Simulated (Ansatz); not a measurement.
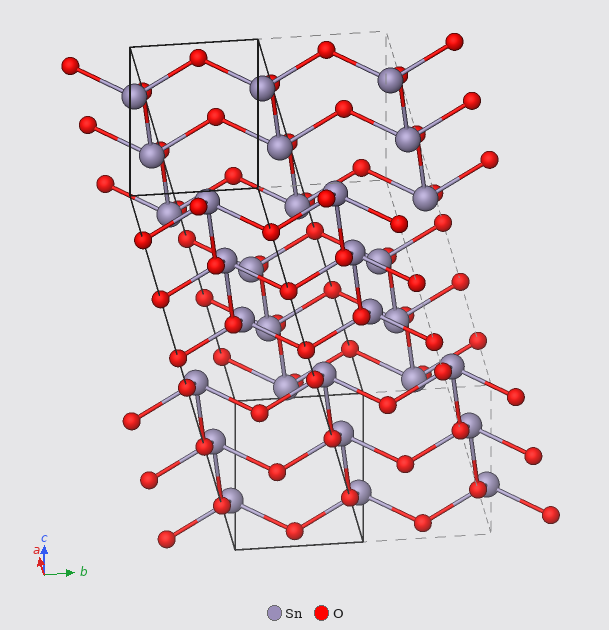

A ball-and-stick rendering, viewed from a general direction. 1×2×1 cells are drawn; the solid outline is the conventional unit cell. Some atoms of the next cells are drawn as well.

SnO, space group C2/m (No. 12), a = 22.86 Å, b = 3.81 Å, c = 4.94 Å, α = 90.00°, β = 90.00°, γ = 90.00°.

All computed values are from Ansatz 0.2.0, DFT r2SCAN, scalar-relativistic, plane waves, PAW. Settings: wavefunction cutoff 500 eV, k-points about 0.19 Å⁻¹ apart, Gaussian smearing of 0.03 eV, no spin polarisation.

Is it conducting or gapped at this level?

A metal: bands cross the Fermi level.

What pressure does the calculation give for this cell?

The computed pressure is 1.5 GPa (compressed: it would expand). The stress isn't hydrostatic: its largest component is 8.7 GPa.

Its origin is a structure listed in the Materials Project. The cell was then strained or its atoms displaced on purpose. An electronic-structure calculation with Ansatz was run on it.

At this level of theory the run's own cell isn't at rest (forces up to 6.3 eV/Å), so its distances can differ from those at equilibrium, the more so the softer the solid.
